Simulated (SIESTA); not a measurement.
**WS2: 7 runs along one coordinate**

System: WS2 (R3m, 3 atoms in the cell).
Method: Kohn-Sham DFT of a periodic cell, LDA, PseudoDojo 0.4 standard, converted to PSML, no spin polarisation (SIESTA 5.4.2).

The 7 runs differ only in the geometry, by an even scaling of the cell at fixed fractional positions. The structure derives from an entry of the Crystallography Open Database.

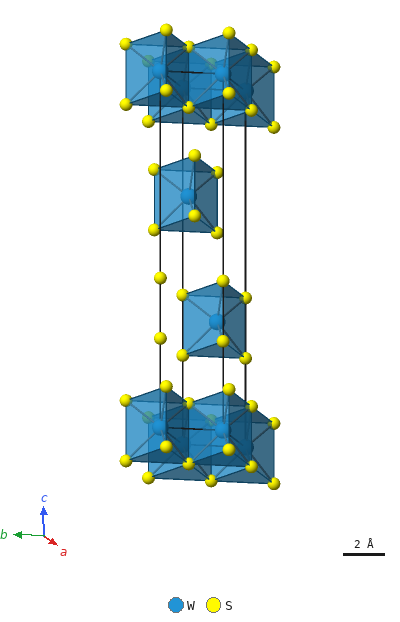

Figure 1. The structure of run 4 (polyhedral view of the cell 3 times as large as that of the calculation, set on its symmetry axes, seen at an oblique angle; polyhedra are completed across the faces of the cell). An atom can appear more than once, as a periodic image.

### Input of run 4
```
SystemName                      Tungstenite
SystemLabel                     WS2
NumberOfSpecies                 2
NumberOfAtoms                   3
%block ChemicalSpeciesLabel
  1  74 W
  2  16 S
%endblock ChemicalSpeciesLabel

LatticeConstant                 1.0 Ang
%block LatticeVectors
     1.5790000000     0.9116360751     6.1633333333
    -1.5790000000     0.9116360751     6.1633333333
     0.0000000000    -1.8232721501     6.1633333333
%endblock LatticeVectors
AtomicCoordinatesFormat         Fractional
%block AtomicCoordinatesAndAtomicSpecies
     0.0000000000     0.0000000000     0.0000000000  1  W
     0.5810000000     0.5810000000     0.5810000000  2  S
     0.7503000000     0.7503000000     0.7503000000  2  S
%endblock AtomicCoordinatesAndAtomicSpecies

%block kgrid.MonkhorstPack
   10   0   0  0.0
    0  10   0  0.0
    0   0  10  0.0
%endblock kgrid.MonkhorstPack
XC.Functional                   LDA
XC.Authors                      PW92
PAO.BasisSize                   DZP
PAO.EnergyShift                 0.003 Ry
Mesh.Cutoff                     800 Ry
OccupationFunction              FD
ElectronicTemperature           0.05 eV
MaxSCFIterations                120
SCF.MustConverge                false
SCF.Mixer.Method                Pulay
SCF.Mixer.Weight                0.25
SCF.Mixer.History               8
SCF.DM.Tolerance                5.0e-05
SCF.H.Tolerance                 1.0e-03 eV
WriteForces                     true
Charge.Mulliken                 end
BandLinesScale                  ReciprocalLatticeVectors
%block BandLines
    1    0.000000   0.000000   0.000000  \Gamma
   13    0.500000   0.000000   0.000000  L
    8    0.500000   0.181252  -0.181252  B1
    1    0.818748   0.500000   0.181252  B
   14    0.500000   0.500000   0.500000  Z
    6    0.000000   0.000000   0.000000  \Gamma
   15    0.340626   0.000000  -0.340626  X
    1    0.659374   0.340626   0.000000  Q
    7    0.500000   0.500000   0.000000  F
    2    0.659374   0.659374   0.181252  P1
   12    0.500000   0.500000   0.500000  Z
    1    0.500000   0.000000   0.000000  L
    4    0.818748   0.340626   0.340626  P
%endblock BandLines
%block PAO.Basis
  W 5
  n=5 0 2
    3.045 0.000
  n=6 0 2
    7.565 0.000
  n=5 1 2
    3.655 0.000
  n=6 1 1
    7.565
  n=5 2 2
    6.615 0.000
%endblock PAO.Basis
```

Command:
```bash
siesta WS2.fdf > WS2.out 2>&1
```

Run 5 has the same physical settings and fractional positions; its lattice vectors (Å) are:
```
   1.589457    0.917674    6.204151
  -1.589457    0.917674    6.204151
   0.000000   -1.835347    6.204151
```

### Results, with one run withheld

| run | volume per atom (Å³) | free energy per atom, from the lowest run given (meV) | pressure (GPa) | gap on the mesh (eV) |
| --- | --- | --- | --- | --- |
| 1 | 16.679 | 32.35 | 11.33 | 1.00 |
| 2 | 17.034 | 12.37 | 6.80 | 1.03 |
| 3 | 17.389 | 1.91 | 2.73 | 1.05 |
| 4 | 17.744 | 0.00 | −0.93 | 1.06 |
| 5 | 18.099 | ? | ? | ? |
| 6 | 18.454 | 18.40 | −7.14 | 1.09 |
| 7 | 18.809 | 37.20 | −9.77 | 1.10 |

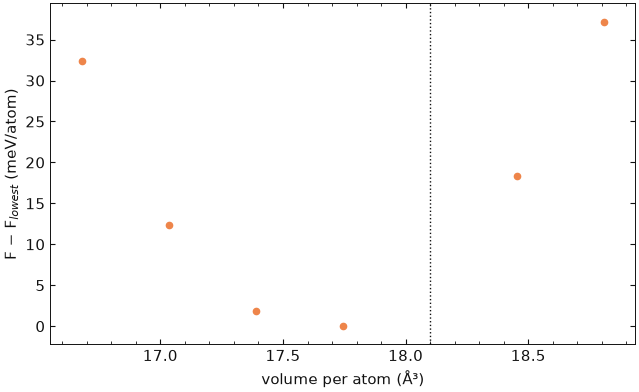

Figure 2. Free energy per atom of the runs given; the dotted line marks run 5.

Fit the runs given and predict run 5.

A cubic polynomial in V^(−2/3) (the Birch–Murnaghan form), fitted to the 6 runs given, misses them by under 0.01 meV per atom. With x = V^(−2/3) − 0.14747 Å⁻², it reads F = −0.26941 − 94.332 x + 1.007e+06 x² + 1.3749e+06 x³ (meV per atom). At run 5 it gives 5.76 meV per atom, and the run itself gives 5.76. The slope of the fit gives a pressure −dF/dV of −4.21 GPa there, and the run prints −4.20 GPa. The fit has its minimum at 17.650 Å³ per atom, where V d²F/dV² gives 177 GPa. Cell shape and fractional positions are held, so this is the stiffness under even scaling; the relaxed bulk modulus wasn't computed and can be far lower in a crystal of layers, chains or molecules like this one. The gap on the mesh goes, without turning, from 1.00 eV in run 1 to 1.10 eV in run 7; run 5 has 1.08 eV. These are gaps of this functional on this mesh, which can miss the band edges; they aren't the measured gap.

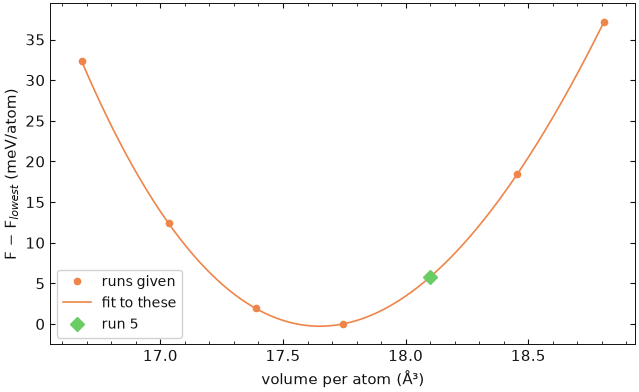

Figure 3. The fit and the withheld run.

### Some lines of the output (run 5)
```
[...]
outcell: Cell volume (Ang**3)        :     54.2964
stepf: Fermi-Dirac step function
siesta: Etot    =     -2664.522249
siesta: FreeEng =     -2664.522249
        iscf     Eharris(eV)        E_KS(eV)     FreeEng(eV)     dDmax    Ef(eV) dHmax(eV)
siesta: E_KS(eV) =            -2669.5949
siesta: E_KS - E_eggbox =     -2669.5949
siesta: Etot    =     -2669.594902
siesta: FreeEng =     -2669.594903
siesta:         Fermi =      -4.292378
siesta: Cell volume =         54.296359 Ang**3
    Orbital volume contribution        =           2.293041 eV
```

Notes: Points of doubt noted for this run: mulliken charges of long orbitals. Spin–orbit coupling is left out, which matters for W. With a small basis of atomic orbitals these values can differ much from converged plane-wave results.
